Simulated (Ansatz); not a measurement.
**Phonon calculation, with input and output: Al$_{3}$Ni$_{5}$**

The run: phonon calculation of Al$_{3}$Ni$_{5}$ (8 atoms in the cell). Method and program: DFT LDA, scalar-relativistic, plane waves, PAW, no spin polarisation (Ansatz 0.2.0).

The structure derives from a Materials Project entry. It belongs to a series of runs on one base structure; here: zone-centre phonons and field response. Figures and captions count atoms from 1; the log counts them from 0 in places.

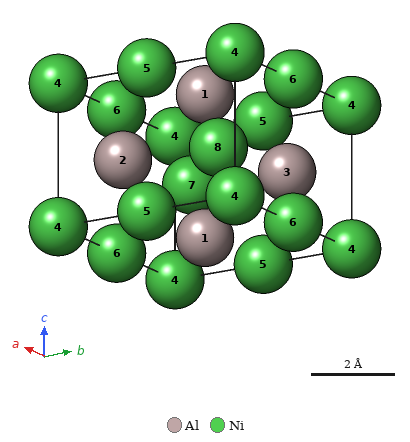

**Figure 1.** The structure (spheres-only view of the cell of the calculation, seen at an oblique angle; atoms are numbered from 1 in the order of the input). An atom can appear more than once, as a periodic image.

### Results in brief

```json
{"quantity": "outcome", "value": "converged"}
{"quantity": "space group (tolerance 0.01 Å)", "value": "Cmmm (65)"}
{"quantity": "electrons treated", "value": "99"}
{"quantity": "free energy", "value": "−30410.5196 eV"}
{"quantity": "Fermi energy", "value": "15.663 eV"}
{"quantity": "gap on the k-point mesh", "value": "none (metallic)"}
{"quantity": "hardware", "value": "4 threads of AMD EPYC (Zen 5), 32 GiB of memory available, shared host"}
{"quantity": "wall time", "value": "5.7 min (CPU time 22 min)"}
{"quantity": "peak memory", "value": "3.4 GiB"}
```

### Notes

Results for this metal are sensitive to the k-point mesh. The run has no spin polarisation, so a magnetic state may lie lower.

### Input
```yaml
crystal:
  lattice:
    - [3.2340861752, -3.6704780933, 0.0]
    - [3.2340861752, 3.6704780933, 0.0]
    - [0.0, 0.0, 3.694934668]
  atoms:
    - { symbol: Al, position: [0.5, 0.5, 0.0] }
    - { symbol: Al, position: [0.7797912173, 0.2202087827, 0.5] }
    - { symbol: Al, position: [0.2202087827, 0.7797912173, 0.5] }
    - { symbol: Ni, position: [0.0, 0.0, 0.0] }
    - { symbol: Ni, position: [0.0, 0.5, 0.0] }
    - { symbol: Ni, position: [0.5, 0.0, 0.0] }
    - { symbol: Ni, position: [0.2768638342, 0.2768638342, 0.5] }
    - { symbol: Ni, position: [0.7231361658, 0.7231361658, 0.5] }
basis:
  ecutwfc: 420
kpoints:
  mp_grid: { grid: [8, 8, 10] }
hamiltonian:
  xc: lda
scf:
  occupations: { method: fermi_dirac, width: 0.15 }
output:
  eigenvalues: true
phonons:
  method: dfpt
  eigenvectors: true
```

Launch command:
```bash
ansatz run input.yaml --threads 4 --pin off --max-ram 12288MiB --backend cpu --events-out ev --progress --plain --runs-dir out
```

### Output
```
band count auto-derived: 61 (N_el = 99.0; filled up to band 50; 60 by the electrons, moments and atoms)
zone centre: on kpoints.mp_grid the ground state, and the responses unless they are solved on pairs of k-points, stand on 204 of the mesh's 640 k-points, reduced under 2 symmetry operations, with k and −k counted as one. Each operation leaves every solved displacement unchanged or reverses it
Engine: ansatz 0.2.0, x86_64-unknown-linux-gnu
Pseudopotentials: kind: paw
Pseudopotential: Al, paw, valence charge 3, recommended cutoff 420 eV (normal), Al.paw.azcp
Pseudopotential: Ni, paw, valence charge 18, recommended cutoff 420 eV (normal), Ni.paw.azcp
Functional definition: SPW92
  exchange = slater_x
  correlation = pw_c
Crystal: 8 atoms, lattice volume = 87.722 Å³
Basis set: ecut = 420 eV, 1743 PW (Γ), exchange–correlation on 72×72×50 points (8 copies of the dense FFT grid, shifted against one another)
Bands: 61, of which v1, the nominal top of the filled ones, is band 50 counted from 1 (49 counted from 0)
Symmetry: 8 space group operations
k-points: 204 of 640 (irreducible under 2 space group operations, time reversal used)
Non-local potential: Al, projectors of the file, l = 0: 2, l = 1: 2, l = 2: 1
Non-local potential: Ni, projectors of the file, l = 0: 3, l = 1: 2, l = 2: 3, l = 3: 1
PAW form: soft (Blöchl's): semilocal exchange-correlation on the pseudo side does not see the compensation charge
PAW frozen core: Al, regenerated for the run's functional, and the local potential with it (the file was generated under x = pbe(κ = 0.804, μ = 0.2195149727645171), c = pbe(β = 0.06672455060314922))
PAW frozen core: Ni, regenerated for the run's functional, and the local potential with it (the file was generated under x = pbe(κ = 0.804, μ = 0.2195149727645171), c = pbe(β = 0.06672455060314922))
PAW one-centre angular grid: Al, 110 points (default); XC on 64 Gauss nodes
PAW one-centre angular grid: Ni, 590 points (default); XC on 64 Gauss nodes
Initial density: superposition of atomic densities (neutral atoms: chi_scale 0, normalization atom), corrected by the library's trained network
Initial wavefunctions: pseudopotential atomic-orbital guess
Functional: x = slater, c = lda
SCF iter   1: F=—  HF=-30410.553347 eV  |F-HF|=—  |Δ(HF+E_count)|=         —  Δρ=2.11e-2  dr2=1.88e-1  ethr=1.77e-3  ⟨swp⟩=6.1  Hψ=47573  notcnv=0  defer=72
preconditioner: auto → Kerker (q_TF=auto, 2.784 Å⁻¹)  [metal: Δε(μ)=0.004 eV  Ē_g=7.488 eV  σ=0.150 eV  W_gap=0.01  n_scr=34 (ndim 8)  ℏωp=30.5 eV  f_vac=0.000  D(μ)=3.53/eV (n_scr^D=30)]
SCF iter   2: F=—  HF=-30410.521510 eV  |F-HF|=—  |Δ(HF+E_count)|=   3.18e-2  Δρ=5.28e-3  dr2=1.22e-2  ethr=1.90e-4  ⟨swp⟩=2.8  Hψ=25071  notcnv=0  defer=296
SCF iter   3: F=—  HF=-30410.519931 eV  |F-HF|=—  |Δ(HF+E_count)|=   1.58e-3  Δρ=1.53e-3  dr2=1.47e-3  ethr=1.24e-5  ⟨swp⟩=1.2  Hψ=12244  notcnv=0  defer=296
SCF iter   4: F=—  HF=-30410.519583 eV  |F-HF|=—  |Δ(HF+E_count)|=   3.48e-4  Δρ=3.18e-4  dr2=1.11e-4  ethr=1.49e-6  ⟨swp⟩=1.9  Hψ=16719  notcnv=0  defer=296
SCF iter   5: F=—  HF=-30410.519558 eV  |F-HF|=—  |Δ(HF+E_count)|=   2.51e-5  Δρ=7.85e-5  dr2=5.76e-6  ethr=1.12e-7  ⟨swp⟩=1.4  Hψ=12990  notcnv=0  defer=296
SCF iter   6: F=—  HF=-30410.519558 eV  |F-HF|=—  |Δ(HF+E_count)|=   1.48e-7  Δρ=3.74e-5  dr2=8.81e-7  ethr=5.82e-9  ⟨swp⟩=2.1  Hψ=19222  notcnv=0  defer=296
SCF iter   7: F=—  HF=-30410.519558 eV  |F-HF|=—  |Δ(HF+E_count)|=   3.54e-8  Δρ=1.28e-5  dr2=1.17e-7  ethr=8.90e-10  ⟨swp⟩=2.5  Hψ=21332  notcnv=0  defer=296
SCF iter   8: F=—  HF=-30410.519558 eV  |F-HF|=—  |Δ(HF+E_count)|=   1.95e-8  Δρ=3.00e-6  dr2=7.12e-9  ethr=1.18e-10  ⟨swp⟩=2.3  Hψ=18514  notcnv=0  defer=296
SCF iter   9: F=—  HF=-30410.519558 eV  |F-HF|=—  |Δ(HF+E_count)|=   1.76e-9  Δρ=8.65e-7  dr2=5.99e-10  ethr=7.20e-12  ⟨swp⟩=2.2  Hψ=18390  notcnv=0  defer=296
SCF iter  10: F=—  HF=-30410.519558 eV  |F-HF|=—  |Δ(HF+E_count)|=  2.00e-10  Δρ=3.12e-7  dr2=7.69e-11  ethr=1.00e-12  ⟨swp⟩=2.2  Hψ=17976  notcnv=0  defer=296
SCF iter  11: F=-30410.519558 eV  HF=-30410.519558 eV  |F-HF|=1.46e-11  |Δ(HF+E_count)|=  3.27e-11  Δρ=9.20e-8  dr2=5.68e-12  ethr=1.00e-12  ⟨swp⟩=10.2  Hψ=64338  notcnv=0
SCF 1 converged in 11 iterations: F = -30410.519558 eV  dr2 = 5.68e-12
  greatest PAW one-centre occupation: 1.002 electrons in one spin orbital (limit 2), on the Ni atom at site 4 (counted from 0), in its partial waves of l = 1
```

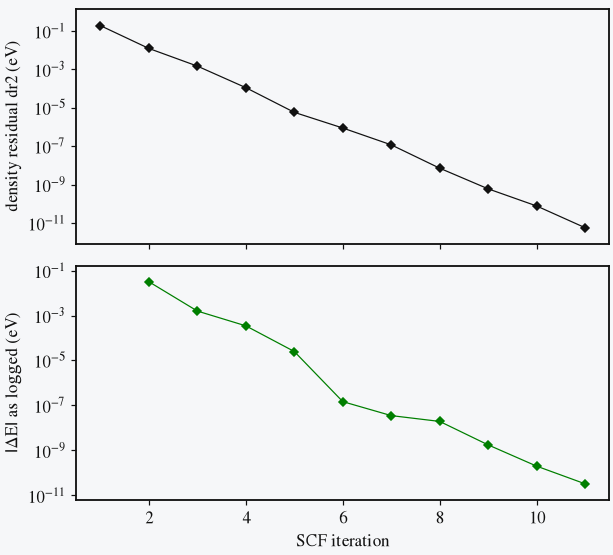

**Figure 2.** Convergence of the self-consistent field: density residual dr2 and size of the energy change against the SCF iteration. The residual falls at every step.

```
DFPT response loops at Γ: preconditioner auto → Kerker (q_TF=auto, 2.784 Å⁻¹) (partly filled bands, converged f_vac=0.000); β = 1.00, the filter's whole step (`scf.mixing.beta` (0.50) is not read by the response loops under this deck's `scf.mixing.preconditioner`; to damp them name `kerker` or `kerker_dos`, under which they read `scf.mixing.beta`, and type it under 1.00, their step now; both keys bind the ground state too); Broyden in place of MSR1
SCF converged after 11 iterations
Free energy (F): -30410.519558 eV
Harris-Foulkes:  -30410.519558 eV  (|F-HF|=1.46e-11)
Internal energy: -30410.254607 eV  (E = F + TS)
E sigma→0 (E₀):  -30410.387082 eV
Entropy (-TS):   -0.264951 eV (-33.119 meV/atom)
Fermi energy:    15.663229 eV
--- Per-component energies (eV) ---
  E_band       = -1551.188114
  E_kinetic    = 1512.756371
  E_local      = -20970.497296  (includes V_loc(G=0)·N_el)
  E_nonlocal   = 3229.756346
  E_hartree    = 8990.062356
  E_xc         = -551.217310
  E_vxc        = -648.630202  (∫ρ·V_xc dr)
  E_paw        = -9153.725913  (= ΣΔE_a)
  E_vpaw       = -2654.699741  (= ΣTr[D̂ρ^β])
  E_aug_tail   = 0.001973  (compensation charges beyond the density's cutoff)
  E_ewald      = -13469.728886
  E_core_change = 2.337752  (= ΣΔE_core)
  E_smearing   = -0.264951  (= −TS)
  E_closure    = 0.000000  (closes the sum)
  Σ components = -30410.519558   (vs F -30410.519558, Δ=0.00e0)
--- Band table (eV; the first three rows and the last of 204) ---
  k-point 0: bands = ["-86.9182", "-86.9168", "-86.8408", "-86.8405", "-86.6586", "-47.7921", "-47.7826", "-47.7776", "-47.7682", "-47.7514", "-47.7214", "-47.7187", "-47.7087", "-47.7085", "-47.6815", "-47.6467", "-47.6371", "-47.5404", "-47.4967", "-47.3788", "4.5958", "9.4841", "9.6000", "10.4602", "11.0289", "11.2427", "11.7330", "11.7733", "11.9888", "12.2903", "12.2995", "12.4851", "12.6498", "13.2726", "13.2918", "13.4675", "13.5554", "13.7732", "13.9507", "14.0493", "14.2112", "14.2416", "14.3893", "14.4258", "14.5508", "14.6241", "14.7869", "14.9156", "14.9292", "15.0872", "15.7889", "16.1688", "17.9202", "19.8880", "20.5921", "21.9971", "22.1610", "22.6260", "22.7856", "23.0207", "23.9225"]
  k-point 1: bands = ["-86.9181", "-86.9168", "-86.8408", "-86.8405", "-86.6586", "-47.7926", "-47.7823", "-47.7767", "-47.7706", "-47.7495", "-47.7223", "-47.7214", "-47.7073", "-47.7063", "-47.6831", "-47.6474", "-47.6351", "-47.5405", "-47.4967", "-47.3788", "4.7083", "9.5092", "9.6450", "10.5461", "11.0233", "11.2863", "11.6227", "11.8096", "12.0145", "12.2892", "12.3394", "12.5050", "12.6205", "13.1334", "13.2278", "13.5106", "13.5903", "13.8209", "13.9553", "13.9593", "14.1605", "14.2382", "14.2443", "14.3762", "14.4630", "14.5094", "14.7139", "14.7915", "14.9093", "15.5493", "15.7329", "16.1283", "18.1278", "20.1441", "20.8689", "20.9951", "21.4557", "21.6803", "22.4989", "23.0532", "24.1040"]
  k-point 2: bands = ["-86.9180", "-86.9168", "-86.8410", "-86.8405", "-86.6586", "-47.7937", "-47.7817", "-47.7761", "-47.7746", "-47.7443", "-47.7293", "-47.7215", "-47.7060", "-47.7009", "-47.6876", "-47.6494", "-47.6301", "-47.5406", "-47.4967", "-47.3788", "5.0431", "9.5755", "9.7046", "10.7478", "10.7889", "11.3855", "11.5271", "11.9314", "12.0923", "12.2891", "12.4749", "12.5595", "12.5670", "12.9610", "13.1285", "13.3997", "13.7020", "13.7633", "13.8375", "13.8755", "13.9710", "14.0574", "14.2402", "14.3053", "14.3640", "14.3974", "14.5742", "14.7969", "14.9043", "15.5354", "15.9922", "16.2404", "18.6923", "19.8493", "20.0787", "20.3283", "20.4954", "20.8771", "22.4379", "22.9934", "23.2588"]
  k-point 203: bands = ["-86.9175", "-86.9168", "-86.8407", "-86.8405", "-86.6593", "-47.7963", "-47.7890", "-47.7800", "-47.7674", "-47.7409", "-47.7225", "-47.7092", "-47.7078", "-47.7042", "-47.6900", "-47.6201", "-47.6097", "-47.5414", "-47.5408", "-47.3959", "9.2411", "9.2990", "9.3877", "9.4394", "9.5789", "10.4649", "11.0326", "11.2746", "12.3280", "12.5385", "12.7454", "12.7697", "12.7750", "12.8843", "12.9994", "13.0288", "13.1587", "13.3349", "13.7029", "13.8207", "13.8617", "13.9146", "14.0098", "14.0974", "14.2470", "14.2816", "14.3798", "14.4222", "14.6016", "15.5539", "15.5671", "15.7755", "15.8147", "22.2630", "22.4383", "22.7431", "22.7905", "22.9172", "23.7226", "24.1014", "24.5360"]
--- Phonons (Γ-DFPT): 15 representative perturbations + reference, on 204 of 640 k-points (Σ response iterations 138) ---
  k mesh reduced under 2 symmetry operations, with k and −k counted as one. Each operation leaves every solved displacement unchanged or reverses it
  ASR residual: 8.675e-4 → 0.000e0 eV/Å²; symmetrization residual: 1.035e-4 eV/Å²
  ASR residual per site (eV/Å²): 3.39e-4 8.68e-4 8.68e-4 7.56e-4 6.20e-4 6.20e-4 6.51e-4 6.51e-4
  Γ frequencies (cm⁻¹): 0.00 0.00 0.00 123.40 136.39 156.04 170.06 187.23 191.35 200.96 206.48 207.27 214.79 241.70 269.80 301.53 322.98 326.13 334.69 338.91 339.98 358.83 364.09 415.27
  non-analytic LO–TO correction: not included (Born effective charges unavailable; polar crystals: no LO–TO splitting at Γ)
```

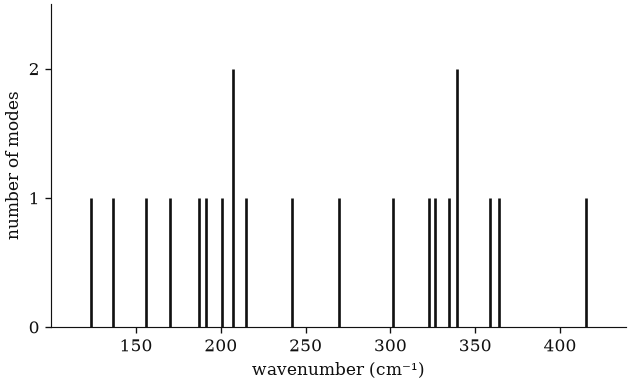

**Figure 3.** Optical phonons at the zone centre (no LO–TO term); neighbouring modes closer than 3 cm⁻¹ are counted in one stick. 21 modes from 123 to 415 cm⁻¹, none imaginary.
